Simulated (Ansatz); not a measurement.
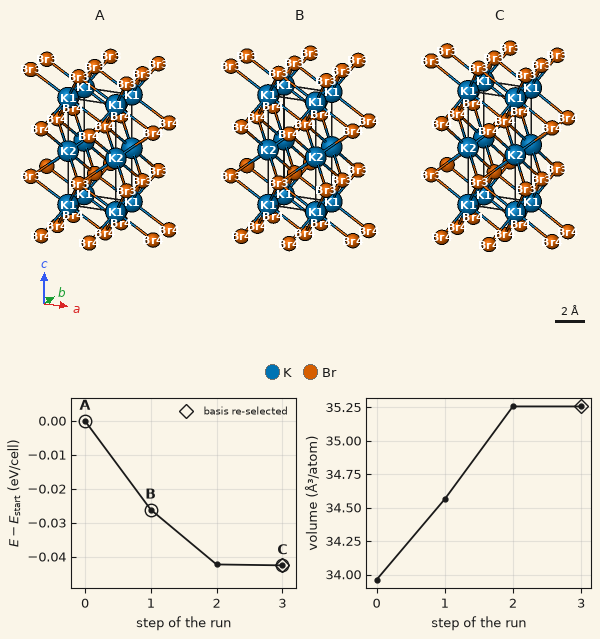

Frames of a relaxation of a crystal of KBr (built on the NiAs type), marked on the history of the run. A ball-and-stick model of the cell of the calculation, seen slightly off an axis.

Method: DFT, PBEsol, plane waves, PAW in Ansatz. Settings: plane-wave cutoff 420 eV; k-point mesh 6 × 6 × 4; occupations fermi dirac; smearing width 0.03 eV; no spin polarisation; cell and atoms relaxed; force threshold 0.01 eV/Å; at most 120 steps.

Q: Describe the path.

A: The atoms keep their places relative to the cell (all moves are under 0.005 Å). The drawn cell changes as follows: a = b 4.583 → 4.527 Å (−1.2 %), c 7.470 → 7.945 Å (+6.4 %); the volume changes by +3.8 %. Some distances before and after: K1–Br3 3.238 → 3.283 Å. Bond angles that change, for instance: K1–Br3–K2 70.4° → 74.5°, K1–Br3–K1 90.1° → 87.2°, Br3–K1–Br4 89.9° → 92.8°. The space group stays P6_3/mmc (No. 194). The energy falls by 42.5 meV per cell of the calculation in 2 accepted moves (3 points after the start). All forces vanish by symmetry, so only the cell relaxes. Pressure: 0.68 GPa at the start and −0.01 GPa at the end. At 1 point the geometry stayed and the basis and grid were re-selected for the new cell (energy shift of 0.3 meV per cell of the calculation at most each time). From step 0 to 1: volume +1.8 %, energy −26.1 meV per cell of the calculation. From step 1 to 3: volume +2.0 %, energy −16.4 meV per cell of the calculation.

```tsv
step	E − E(0), meV/atom	pressure, GPa	volume, Å³/atom	note
0	0.00	0.68	33.960	
1	-6.54	0.36	34.563	
2	-10.57	-0.01	35.257	
3	-10.63	-0.01	35.257	same geometry, new basis
```
